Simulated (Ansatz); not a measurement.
**B: density, localisation and related maps**

```cif
data_structure
_symmetry_space_group_name_H-M 'P 1'
_symmetry_Int_Tables_number 1
_cell_length_a 3.2283
_cell_length_b 3.2283
_cell_length_c 6.6474
_cell_angle_alpha 90.000
_cell_angle_beta 90.000
_cell_angle_gamma 120.000
_cell_volume 60.00
loop_
_atom_site_label
_atom_site_type_symbol
_atom_site_fract_x
_atom_site_fract_y
_atom_site_fract_z
_atom_site_occupancy
B1 B 0.50000 0.50000 0.07462 1
B2 B 0.50000 0.00000 0.74128 1
B3 B 0.00000 0.50000 0.40795 1
B4 B 0.50000 0.50000 0.59205 1
B5 B 0.50000 0.00000 0.25872 1
B6 B 0.00000 0.50000 0.92538 1
B7 B 0.00000 0.00000 0.50000 1
B8 B 0.00000 0.00000 0.16667 1
B9 B 0.00000 0.00000 0.83333 1
```

Space group P6₂22; a structure generated by program, which may or may not match a known phase; computed without spin polarisation.

Level of theory: Ansatz, DFT PBE, scalar-relativistic, plane waves, PAW.

Core electrons are frozen (PAW), and the valence fields are smoothed inside the atomic spheres.

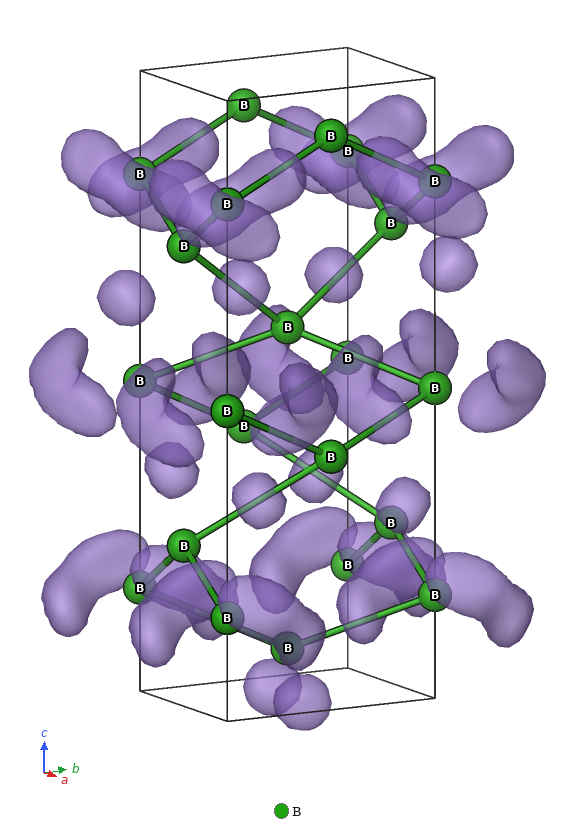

Figure 1. Isosurface of the ELF at 0.8 (purple), seen slightly off an axis. Only the valence region is drawn (cores and ρ < 0.01 e/Å³ removed). Sticks mark near contacts.

> Where are the electrons localised?

The surface consists of twelve regions between bonded B–B atoms, counted in one cell of 9 atoms. Any copies at cell faces, edges or corners count once.


B–B (1.73 Å): the ELF peaks at about 0.85 between the atoms. B–B (1.89 Å): the ELF peaks at about 0.85 between the atoms.

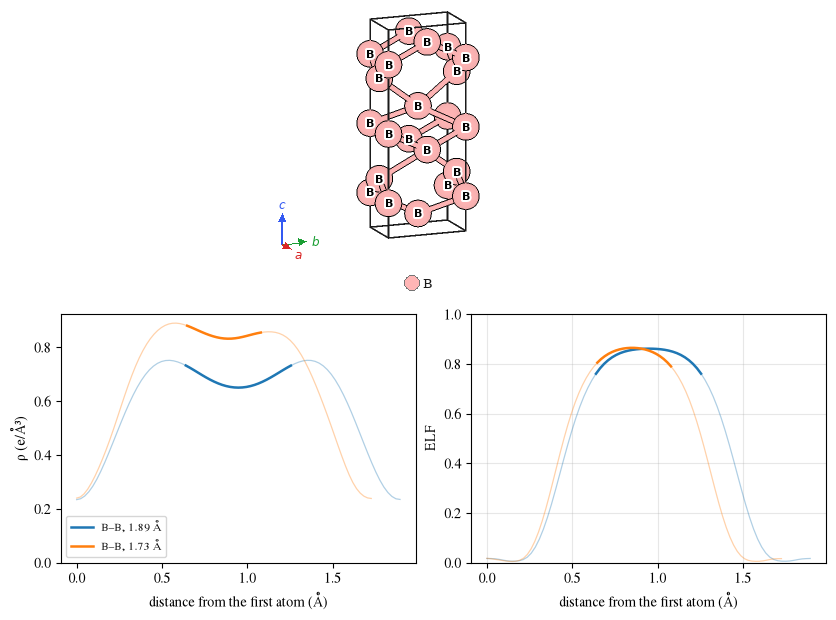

Figure 2. Valence pseudo-density and electron localisation function along straight lines between neighbouring atoms. Thin, pale parts lie inside the atomic spheres. The structure is drawn too.

> What can be read from the curves?

B–B (1.89 Å): the density is about 0.65 e/Å³ at the midpoint; the ELF peaks at about 0.85 between the atoms.
B–B (1.73 Å): ρ at the midpoint is about 0.83 e/Å³; the ELF peaks at about 0.85 between the atoms.

> Does the calculation give a band gap?

It is gapless in this calculation (a metal or semimetal).
